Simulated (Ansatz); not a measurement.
Structure of Ni:

```cif
data_structure
_symmetry_space_group_name_H-M 'P 1'
_symmetry_Int_Tables_number 1
_cell_length_a 2.4853
_cell_length_b 7.7730
_cell_length_c 2.4993
_cell_angle_alpha 90.000
_cell_angle_beta 90.024
_cell_angle_gamma 90.000
_cell_volume 48.28
loop_
_atom_site_label
_atom_site_type_symbol
_atom_site_fract_x
_atom_site_fract_y
_atom_site_fract_z
_atom_site_occupancy
Ni1 Ni 0.50000 0.86500 0.75000 1
Ni2 Ni 0.00000 0.63500 0.25000 1
Ni3 Ni 0.00000 0.36500 0.75000 1
Ni4 Ni 0.50000 0.13500 0.25000 1
```

It is based on the input geometry of an electronic-structure calculation (not necessarily at equilibrium); the starting structure was generated, so it need not be a known form of this composition.

Q: Which powder rings are expected with 200 kV electrons? List the innermost 5, leaving out those under 3 % of the strongest.

A:
| ring | radius | d (Å) | hkl |
| --- | --- | --- | --- |
| 1 | 2.57 nm⁻¹ | 3.89 | 020 |
| 2 | 4.22 nm⁻¹ | 2.37 | 110 |
| 3 | 4.76 nm⁻¹ | 2.10 | 021 |
| 4 | 5.15 nm⁻¹ | 1.943 | 040 |
| 5 | 5.58 nm⁻¹ | 1.794 | 130 |

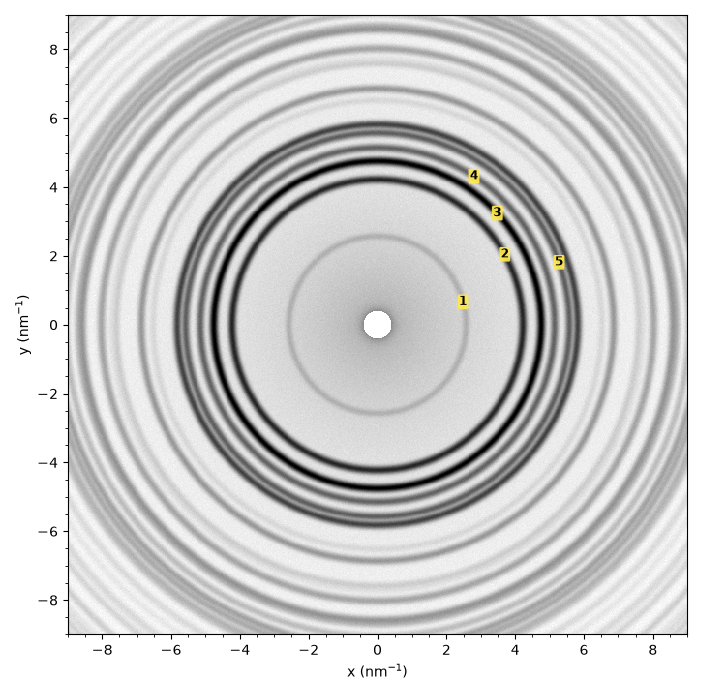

Simulated electron diffraction rings at 200 kV (λ = 0.0251 Å), scale in nm⁻¹ (radius = 1/d), for a fine-grained powder without texture. Kinematic intensities with B = 0.3 Å² for all atoms, without multiple scattering; brightness goes as intensity to the power 0.5, clipped at the top, with counting noise. Reflections closer than the ring width show as one ring. The numbers mark the rings of the table.
